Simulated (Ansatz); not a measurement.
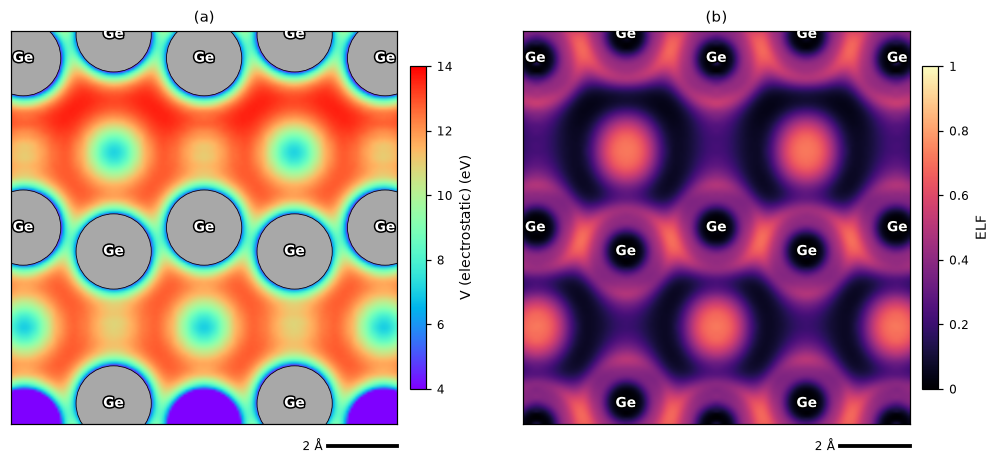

*Ge. (a) electrostatic potential energy of an electron; (b) electron localisation function on the (010) plane of the conventional cell. Grey discs cover the atomic cores in the potential map.*

Space group Cmm2; a structure from a database of computed crystals, not necessarily the ambient phase; not relaxed (largest force 0.5 eV/Å).

Theory: Ansatz 0.2.0, DFT r2SCAN, scalar-relativistic, plane waves, PAW.

```yaml
crystal:
  lattice:
    - [5.19827, 0.00000, 0.00000]
    - [0.00000, 5.72347, 0.00000]
    - [0.00000, 0.00000, 10.60335]
  atoms:
    - { symbol: Ge, position: [0.50000, 0.50000, 0.64408] }
    - { symbol: Ge, position: [0.00000, 0.00000, 0.64408] }
    - { symbol: Ge, position: [0.00000, 0.50000, 0.16766] }
    - { symbol: Ge, position: [0.50000, 0.00000, 0.16766] }
    - { symbol: Ge, position: [0.50000, 0.50000, 0.10295] }
    - { symbol: Ge, position: [0.00000, 0.00000, 0.10295] }
    - { symbol: Ge, position: [0.00000, 0.50000, 0.57937] }
    - { symbol: Ge, position: [0.50000, 0.00000, 0.57937] }
    - { symbol: Ge, position: [0.00000, 0.77436, 0.37352] }
    - { symbol: Ge, position: [0.50000, 0.27436, 0.37352] }
    - { symbol: Ge, position: [0.50000, 0.77436, 0.84994] }
    - { symbol: Ge, position: [0.00000, 0.27436, 0.84994] }
    - { symbol: Ge, position: [0.50000, 0.72564, 0.37352] }
    - { symbol: Ge, position: [0.00000, 0.22564, 0.37352] }
    - { symbol: Ge, position: [0.00000, 0.72564, 0.84994] }
    - { symbol: Ge, position: [0.50000, 0.22564, 0.84994] }
```

> Interpret the plot.

The section cuts through Ge sites. Ge–Ge (2.69 Å): the ELF peaks at about 0.70 between the atoms. Outside the cores the potential energy rises away from the atoms and is highest about 2.0 Å from the nearest atoms; its zero is arbitrary.

> Does the calculation make it a metal, or give it a gap?

It is metallic or semimetallic at this level of theory: no gap opens.
